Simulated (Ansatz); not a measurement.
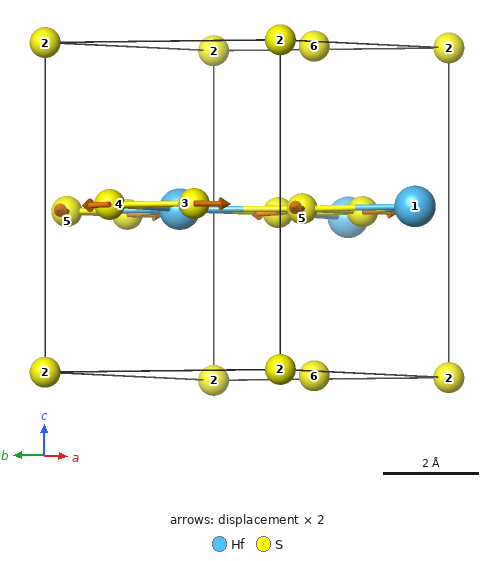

A relaxation of a crystal of HfS₅ (a generated structure, set up in P-6m2) (coarse preliminary run). The starting structure is drawn; orange arrows show the displacements (the part carried along by the change of the cell is left out), magnified 2 times.

Style: ball-and-stick. Shown: the cell of the calculation, from a free direction.

Method: Ansatz 0.2.0, DFT PBE, scalar-relativistic, plane waves, PAW. Set-up: plane-wave cutoff 420 eV; k-point mesh 6 × 6 × 4; occupations gaussian; smearing width 0.1 eV; no spin polarisation; cell and atoms relaxed; force threshold 0.04 eV/Å; at most 70 steps.

Which element moves most?

Sulfur: up to 0.41 Å, against 0.00 Å for hafnium.

What did the optimiser do to the structure, and how much energy did it gain?

The largest moves relative to the cell, 0.41 Å, are those of S3, S4 and S5. S3 goes along [1 −1 0]. Hf stays in place. The drawn cell changes as follows: a = b 5.147 → 5.042 Å (−2.0 %), c 7.004 → 7.223 Å (+3.1 %); the volume changes by −1.0 %. Near-neighbour distances that change, for instance: S3–S4 3.297 → 2.521 Å, S3–S4 (another image) 1.849 → 2.521 Å, Hf1–S3 2.607 → 2.521 Å. Bonds break, among them: S3–S4 (1.85 → 2.52 Å), S3–S5 (1.85 → 2.52 Å), S4–S5 (1.85 → 2.52 Å). Among the angles between lasting bonds that change: S3–Hf1–S5 78.5° → 60.0°, S3–Hf1–S3 161.5° → 180.0°, Hf1–S3–Hf1 161.5° → 180.0°. The space group (tolerance 0.01 Å) goes from P-6m2 (No. 187) to P6/mmm (No. 191). The energy falls by 5.803 eV per cell of the calculation in 5 accepted moves (6 points after the start). Largest force component: 14 eV/Å at the start, 0.00033 eV/Å at the end. The pressure goes from 9.73 to −0.12 GPa. The SCF was repeated once at an unchanged geometry on a basis and grid sized afresh for the cell, which shifted the energy by 0.2 meV per cell of the calculation at most. The run took 2.2 min on 1 thread of Intel(R) Xeon(R) Processor @ 2.50GHz (Skylake/Cascade Lake), with other jobs on the host, peak memory 0.45 GiB.

Limits of the set-up: layers or molecules are held without a dispersion correction, so their spacing is unreliable.
